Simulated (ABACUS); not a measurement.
# Band-structure run of SnO (part 2 of 2)

SnO (4 atoms in the cell); Kohn-Sham DFT of a periodic cell, r2SCAN, SG15 ONCV 1.2 PBE, no spin polarisation (ABACUS 3.10.1); cutoff 1319.75 eV, fermi-dirac of 0.05 eV. The structure derives from a Materials Project entry. It belongs to a series of runs on one base structure; here: bands on the converged density.

Geometry of the input (Å; fractional positions):
```
3.8137  0.0000  0.0000
0.0000  3.8137  0.0000
0.0000  0.0000  4.8869
Sn 0.5000  0.0000  0.7646
Sn 0.0000  0.5000  0.2354
O  0.0000  0.0000  0.0000
O  0.5000  0.5000  0.0000
```

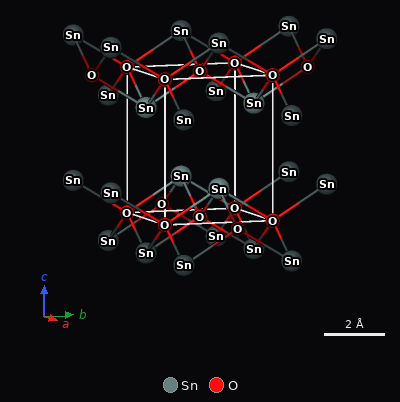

**Figure 1.** The structure as given in the input (ball-and-stick view of the cell of the calculation, seen slightly off an axis; neighbours outside the cell are drawn fainter). An atom can appear more than once, as a periodic image.

**The program's output, continued**
```
 k(5/93) Iter steps (avg)=18 threshold=1e-07
 k(6/93) Iter steps (avg)=16 threshold=1e-07
 k(7/93) Iter steps (avg)=16 threshold=1e-07
 k(8/93) Iter steps (avg)=18 threshold=1e-07
 k(9/93) Iter steps (avg)=20 threshold=1e-07
 k(10/93) Iter steps (avg)=19 threshold=1e-07
 k(11/93) Iter steps (avg)=17 threshold=1e-07
 k(12/93) Iter steps (avg)=17 threshold=1e-07
 k(13/93) Iter steps (avg)=18 threshold=1e-07
 k(14/93) Iter steps (avg)=19 threshold=1e-07
 k(15/93) Iter steps (avg)=20 threshold=1e-07
 k(16/93) Iter steps (avg)=17 threshold=1e-07
 k(17/93) Iter steps (avg)=15 threshold=1e-07
 k(18/93) Iter steps (avg)=14 threshold=1e-07
 k(19/93) Iter steps (avg)=14 threshold=1e-07
 k(20/93) Iter steps (avg)=13 threshold=1e-07
 k(21/93) Iter steps (avg)=13 threshold=1e-07
 k(22/93) Iter steps (avg)=13 threshold=1e-07
 k(23/93) Iter steps (avg)=15 threshold=1e-07
 k(24/93) Iter steps (avg)=15 threshold=1e-07
[... levels at 24 k points of this process ...]

 Density error is 0.00000000000
                          Error Threshold = 1.00000000000e-07
----------------------------------------------------------
     Energy           Rydberg                 eV
----------------------------------------------------------
 E_KohnSham     -303.7942604065      -4133.3329612242
 E_KS(sigma->0) -303.7942474088      -4133.3327843813
 E_Harris       -303.7942604065      -4133.3329612242
 E_band         -10.8389252785       -147.4711439840
 E_one_elec     -102.0226535859      -1388.0894138482
 E_Hartree      74.5608325209        1014.4521699080
 E_xc           -42.2128829477       -574.3357370959
 E_Ewald        -234.1195303984      -3185.3596265022
 E_entropy(-TS) -0.0000259954        -0.0003536859
 E_descf        0.0000000000         0.0000000000
 E_exx          0.0000000000         0.0000000000
 E_Fermi        0.8166007023         11.1104225426
----------------------------------------------------------

 charge density convergence is achieved
 final etot is -4133.3329612 eV
 EFERMI = 11.110422543 eV

 STATE ENERGY(eV) AND OCCUPATIONS    NSPIN == 1
 1/24 kpoint (Cartesian) = 0.0000 0.0000 0.0000 (7733 pws)
       1       -11.1658      0.0215054
       2       -10.5824      0.0215054
       3       -10.4174      0.0215054
       4       -10.4174      0.0215054
       5       -10.4148      0.0215054
       6       -10.3661      0.0215054
       7       -10.3643      0.0215054
       8       -10.3068      0.0215054
       9       -10.2750      0.0215054
      10       -10.2750      0.0215054
      11       -10.1727      0.0215054
      12       -7.55554      0.0215054
      13        3.03154      0.0215054
      14        4.01807      0.0215054
      15        4.62114      0.0215054
      16        4.62114      0.0215054
      17        7.45364      0.0215054
      18        7.72790      0.0215054
      19        7.72790      0.0215054
      20        10.8324      0.0214230
      21        13.1942    1.71184e-20
      22        15.5734    3.69608e-41
      23        16.0336    3.72214e-45
      24        16.0336    3.72214e-45
      25        16.9510    3.99962e-53
      26        16.9510    3.99962e-53
      27        18.2272    3.28655e-64
      28        19.0980    8.97478e-72
      29        22.0824        0.00000
      30        24.5829        0.00000

 2/24 kpoint (Cartesian) = 0.0000 0.013111 0.0000 (7749 pws)
       1       -11.1650      0.0215054
       2       -10.6075      0.0215054
       3       -10.4169      0.0215054
       4       -10.4168      0.0215054
       5       -10.4138      0.0215054
       6       -10.3664      0.0215054
       7       -10.3633      0.0215054
       8       -10.3074      0.0215054
       9       -10.2771      0.0215054
      10       -10.2756      0.0215054
      11       -10.1331      0.0215054
      12       -7.56664      0.0215054
      13        3.02016      0.0215054
      14        4.02283      0.0215054
      15        4.63355      0.0215054
      16        4.63788      0.0215054
      17        7.40731      0.0215054
      18        7.70544      0.0215054
      19        7.70669      0.0215054
      20        10.8325      0.0214229
      21        13.2758    3.34232e-21
      22        15.4396    5.36583e-40
      23        16.0100    5.96225e-45
      24        16.0493    2.71887e-45
      25        16.8747    1.83824e-52
      26        16.9649    3.02706e-53
      27        18.3110    6.15082e-65
      28        19.2828    2.22876e-73
      29        22.2016        0.00000
      30        24.5035        0.00000

 3/24 kpoint (Cartesian) = 0.0000 0.026221 0.0000 (7727 pws)
       1       -11.1627      0.0215054
       2       -10.6661      0.0215054
       3       -10.4151      0.0215054
       4       -10.4148      0.0215054
       5       -10.4095      0.0215054
       6       -10.3672      0.0215054
       7       -10.3602      0.0215054
       8       -10.3089      0.0215054
       9       -10.2793      0.0215054
      10       -10.2774      0.0215054
      11       -10.0365      0.0215054
      12       -7.60009      0.0215054
      13        2.98879      0.0215054
      14        4.03361      0.0215054
      15        4.67144      0.0215054
      16        4.68783      0.0215054
      17        7.28038      0.0215054
      18        7.63897      0.0215054
      19        7.64794      0.0215054
      20        10.8202      0.0214408
      21        13.5054    3.38838e-23
      22        15.0654    9.54266e-37
      23        16.0619    2.11083e-45
      24        16.0960    1.06723e-45
      25        16.6743    1.01162e-50
      26        17.0054    1.34825e-53
      27        18.4394    4.71874e-66
      28        19.8134    5.49007e-78
      29        22.5186        0.00000
      30        24.2813        0.00000

 4/24 kpoint (Cartesian) = 0.0000 0.039332 0.0000 (7753 pws)
       1       -11.1591      0.0215054
       2       -10.7349      0.0215054
       3       -10.4122      0.0215054
       4       -10.4116      0.0215054
       5       -10.4022      0.0215054
       6       -10.3685      0.0215054
       7       -10.3550      0.0215054
       8       -10.3114      0.0215054
       9       -10.2807      0.0215054
      10       -10.2802      0.0215054
      11       -9.90805      0.0215054
      12       -7.65624      0.0215054
      13        2.94526      0.0215054
      14        4.03987      0.0215054
      15        4.73625      0.0215054
      16        4.77011      0.0215054
      17        7.10739      0.0215054
      18        7.53106      0.0215054
      19        7.56021      0.0215054
      20        10.7611      0.0214855
      21        13.8426    3.99559e-26
      22        14.6349    5.23684e-33
      23        16.1727    2.30164e-46
      24        16.2104    1.08337e-46
      25        16.4133    1.87352e-48
      26        17.0681    3.84574e-54
      27        18.5508    5.08306e-67
      28        20.5519    2.11400e-84
      29        22.9202        0.00000
      30        23.9620        0.00000

 5/24 kpoint (Cartesian) = 0.0000 0.052443 0.0000 (7765 pws)
       1       -11.1541      0.0215054
       2       -10.8030      0.0215054
       3       -10.4082      0.0215054
       4       -10.4075      0.0215054
       5       -10.3935      0.0215054
       6       -10.3702      0.0215054
       7       -10.3480      0.0215054
       8       -10.3143      0.0215054
       9       -10.2841      0.0215054
      10       -10.2816      0.0215054
      11       -9.75853      0.0215054
      12       -7.73541      0.0215054
      13        2.90099      0.0215054
      14        4.02500      0.0215054
      15        4.82915      0.0215054
      16        4.88329      0.0215054
      17        6.93171      0.0215054
      18        7.38580      0.0215054
      19        7.45453      0.0215054
      20        10.6113      0.0215044
      21        14.2292    1.75060e-29
      22        14.2866    5.55742e-30
      23        16.1619    2.85507e-46
      24        16.2774    2.83873e-47
      25        16.4257    1.46138e-48
      26        17.1456    8.16687e-55
      27        18.6676    4.91932e-68
      28        21.3621        0.00000
      29        23.1704        0.00000
      30        23.6058        0.00000

 6/24 kpoint (Cartesian) = 0.0000 0.065553 0.0000 (7757 pws)
       1       -11.1476      0.0215054
       2       -10.8661      0.0215054
       3       -10.4032      0.0215054
       4       -10.4026      0.0215054
       5       -10.3848      0.0215054
       6       -10.3720      0.0215054
       7       -10.3394      0.0215054
       8       -10.3174      0.0215054
       9       -10.2889      0.0215054
      10       -10.2822      0.0215054
      11       -9.59295      0.0215054
      12       -7.83759      0.0215054
      13        2.86873      0.0215054
      14        3.97078      0.0215054
      15        4.95022      0.0215054
      16        5.02537      0.0215054
      17        6.78335      0.0215054
      18        7.20842      0.0215054
      19        7.35323      0.0215054
      20        10.3442      0.0215054
      21        14.0751    3.81812e-28
      22        14.5774    1.65349e-32
      23        16.0054    6.53189e-45
      24        16.4068    2.13217e-48
      25        16.6850    8.17731e-51
      26        17.2265    1.61772e-55
      27        18.8041    3.20894e-69
      28        22.1556        0.00000
      29        22.9235        0.00000
      30        23.2675        0.00000

[... levels at 18 further k points ...]

 --------------------------------------------
 !FINAL_ETOT_IS -4133.332961224223 eV
 --------------------------------------------

 Output bands in file: OUT.SnO/BANDS_1.dat
```

**Standard output**
```
ABACUS
v3.10.1

               Atomic-orbital Based Ab-initio Computation at UStc

 dft_functional readin is: MGGA_X_R2SCAN+MGGA_C_R2SCAN
 dft_functional in pseudopot file is: PBE
 Please make sure this is what you need
 dft_functional readin is: MGGA_X_R2SCAN+MGGA_C_R2SCAN
 dft_functional in pseudopot file is: PBE
 Please make sure this is what you need

%%%%%%%%%%%%%%%%%%%%%%%%%%%%%%%%%%%%%%%%%%%%%%%%%%%%%%%%%%%%%%%%%%%%%%%%%%%%%%%%%%%%%%%%%%%%%%%%%%%%%%%%%
 Warning: the number of valence electrons in pseudopotential > 4 for Sn: [Kr] 4d10 5s2 5p2
 Pseudopotentials with additional electrons can yield (more) accurate outcomes, but may be less efficient.
 If you're confident that your chosen pseudopotential is appropriate, you can safely ignore this warning.
%%%%%%%%%%%%%%%%%%%%%%%%%%%%%%%%%%%%%%%%%%%%%%%%%%%%%%%%%%%%%%%%%%%%%%%%%%%%%%%%%%%%%%%%%%%%%%%%%%%%%%%%%

 UNIFORM GRID DIM        : 45 * 45 * 60
 UNIFORM GRID DIM(BIG)   : 45 * 45 * 60
func,idMGGA_X_R2SCAN 497
func,idMGGA_C_R2SCAN 498
 ---------------------------------------------------------
 ---------------------------------------------------------
 SPIN    KPOINTS         PROCESSORS  THREADS
 1       93              4           4
 ---------------------------------------------------------
 Use plane wave basis
 ---------------------------------------------------------
 ELEMENT NATOM       XC
 Sn      2
 O       2
 ---------------------------------------------------------
 Initial plane wave basis and FFT box
 ---------------------------------------------------------
 -------------------------------------------
 NONSELF-CONSISTENT :
 -------------------------------------------
 START CHARGE      : file
 ITER       ETOT/eV          EDIFF/eV         DRHO         DKIN     TIME/s
 DA1     -4.13333296e+03   0.00000000e+00   0.0000e+00   0.0000e+00 127.70
```
